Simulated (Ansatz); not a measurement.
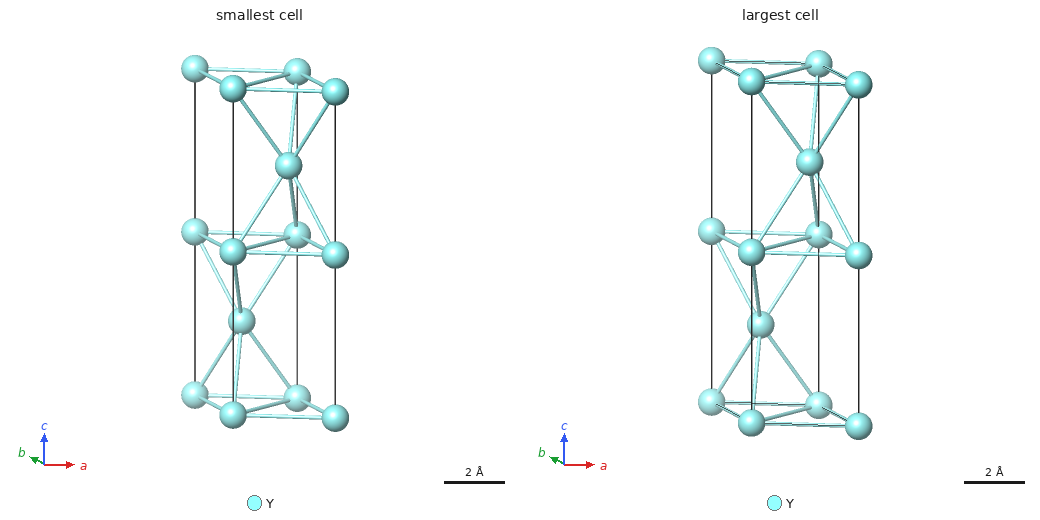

Y, double hexagonal close-packed (α-La type), space group P6₃/mmc (No. 194), relaxed (cell and atoms, zero pressure) with six functionals; the smallest and the largest of the relaxed conventional cells are drawn to one scale (sticks follow a distance rule). The start was a structure listed in the Materials Project.

Alike in all runs: Ansatz 0.2.0; potentials Ansatz PAW; cutoff 420 eV; k mesh 8 × 8 × 3 on the run's cell of 4 atoms; occupations fermi-dirac, width 0.05 eV; no spin polarisation; no spin-orbit coupling. All runs are metallic.

```tsv
level	volume (Å³/atom)	a (Å)	c (Å)
LDA	?	?	?
PBE	32.45	3.595	11.596
RPBE	33.80	3.645	11.752
revPBE	33.43	3.631	11.710
BLYP	33.33	3.628	11.695
PBEsol	30.83	3.534	11.402
```

**What does LDA give?**

Volume 29.46 Å³/atom; a 3.481 Å; c 11.232 Å. That is the smallest volume of all.

**Order the levels by the relaxed volume, smallest first.**

LDA (29.46 Å³/atom), PBEsol (30.83 Å³/atom), PBE (32.45 Å³/atom), BLYP (33.33 Å³/atom), revPBE (33.43 Å³/atom), RPBE (33.80 Å³/atom). Rows within a few tenths of a per cent can't be told apart.

Caveat: the plane-wave basis is chosen anew once the cell has moved, so the energies of steps on either side of that aren't comparable; the relaxed volumes lie -13 to -1 % from the starting cell.
